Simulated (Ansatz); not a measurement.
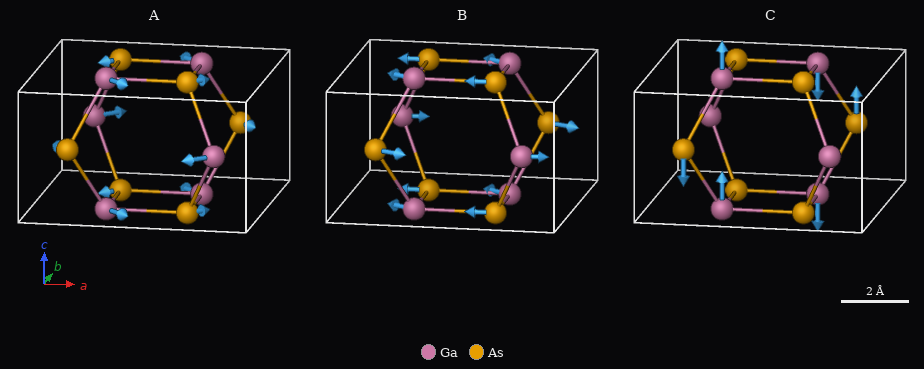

Modes of solid GaAs (a generated structure), space group P4₂/mnm (No. 136), at the zone centre (one member of each degenerate set). The blue arrows give the relative displacements of the atoms. A ball-and-stick model of the cell of the calculation, seen slightly off an axis.

Level of theory: DFT PBE, scalar-relativistic, plane waves, PAW in Ansatz.

Frequencies are those without the non-analytic (LO–TO) term.

Question: Which are infrared-active and which Raman-active?

Answer: A is A₂g, silent by symmetry (neither infrared- nor Raman-active) (85 cm⁻¹). B is E_u, infrared-active by symmetry (158 cm⁻¹). C is E_g, Raman-active by symmetry (246 cm⁻¹). The crystal has a centre of inversion, so no mode is both.
